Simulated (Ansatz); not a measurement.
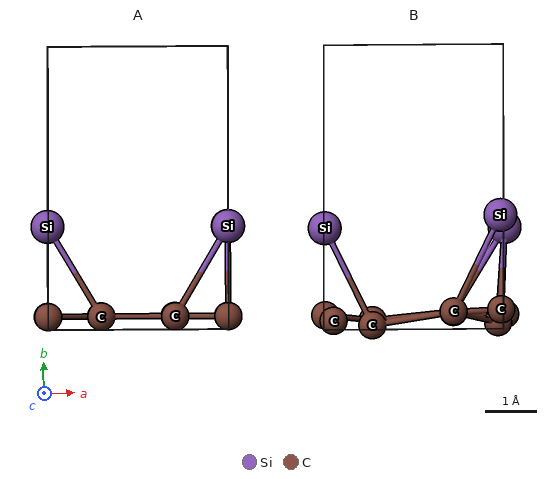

Two geometries of crystalline SiC₄ (a generated structure, set up in P1) (coarse preliminary run), drawn at one scale. One is the start of a relaxation, the other its converged end. The picture is a ball-and-stick view of the cell of the calculation, seen along the c axis.

The calculation used Ansatz 0.2.0, DFT PBE, scalar-relativistic, plane waves, PAW. Settings: plane-wave cutoff 420 eV; k-point mesh 6 × 4 × 4; occupations gaussian; smearing width 0.2 eV; no spin polarisation; cell and atoms relaxed; force threshold 0.025 eV/Å; at most 60 steps.

Which geometry has the lower energy?

Answer. Structure A is the relaxed one. The atom that moves furthest relative to the cell is a Si atom (0.22 Å along [1 −3 1]). Largest moves by element: Si 0.22 Å, C 0.22 Å. Cell: a 3.537 → 3.546 Å (+0.2 %), b 5.599 → 5.569 Å (−0.5 %), c 7.247 → 7.087 Å (−2.2 %), α 90.0° → 90.1°, β 90.2° → 90.0°, γ 89.6° → 89.7°. Volume −2.5 %. Some distances before and after: C–Si 2.317 → 2.061 Å, C–Si 2.297 → 2.056 Å, C–Si 2.266 → 2.061 Å, C–Si 2.236 → 2.061 Å. Bond angles that change, for instance: C–C–C 156.9° → 135.0°, C–C–C 115.3° → 135.0°, C–C–C 116.4° → 135.0°. The space group stays P1 (No. 1). The energy falls by 3.780 eV per cell of the calculation in 9 accepted moves (10 points after the start). The largest force component goes from 9.7 to 0.016 eV/Å. The pressure goes from −2.70 to −0.08 GPa. The SCF was repeated once at an unchanged geometry on a basis and grid sized afresh for the cell, which shifted the energy by 5.0 meV per cell of the calculation at most. The run took 4.7 min on 1 thread of Arm Neoverse V1 (shared host), peak memory 0.42 GiB.

Limits of the set-up: layers or molecules are held without a dispersion correction, so their spacing is unreliable.
